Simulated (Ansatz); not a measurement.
A structure file:

```yaml
crystal:
  lattice:
    - [5.77028, 0.00000, 0.00000]
    - [0.00000, 5.77028, 0.00000]
    - [0.00000, 0.00000, 10.35915]
  atoms:
    - { symbol: Ti, position: [0.00000, 0.00000, 0.00000] }
    - { symbol: S, position: [0.22476, 0.22476, 0.12461] }
    - { symbol: S, position: [0.72476, 0.27524, 0.37539] }
    - { symbol: S, position: [0.77524, 0.77524, 0.12461] }
    - { symbol: S, position: [0.27524, 0.72476, 0.37539] }
    - { symbol: Ti, position: [0.50000, 0.50000, 0.50000] }
    - { symbol: S, position: [0.72476, 0.72476, 0.62461] }
    - { symbol: S, position: [0.22476, 0.77524, 0.87539] }
    - { symbol: S, position: [0.27524, 0.27524, 0.62461] }
    - { symbol: S, position: [0.77524, 0.22476, 0.87539] }
```

Q: Characterise the structure given above.

A: The structure is one of TiS4. Space group: I-42m (No. 121). Lattice: body-centred tetragonal. Atoms per cell: 10 (2 Ti, 8 S). The polyhedra are TiS4 tetrahedra; they share no atoms with one another. The Ti atoms are each bonded to four S in a tetrahedral arrangement at 2.24 Å. S is coordinated by one Ti at 2.24 Å. The bonds build separate TiS4 groups.

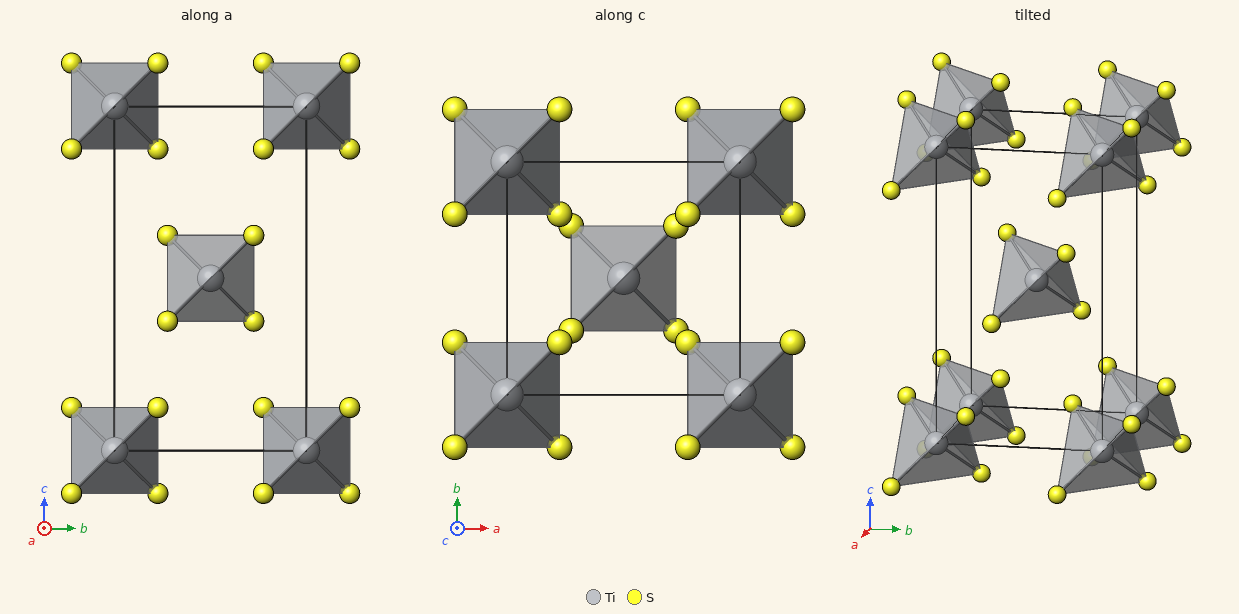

Structure drawing (polyhedral), viewed along the a axis, along the c axis and slightly off an axis. One conventional unit cell is framed, with atoms on its boundary repeated. A few atoms beyond the faces are included. Colours: titanium light grey, sulfur yellow.

The cell started as a structure listed in the Materials Project. Earlier steps of the study may have refined or changed the cell and positions. An electronic-structure calculation with Ansatz was run on it.
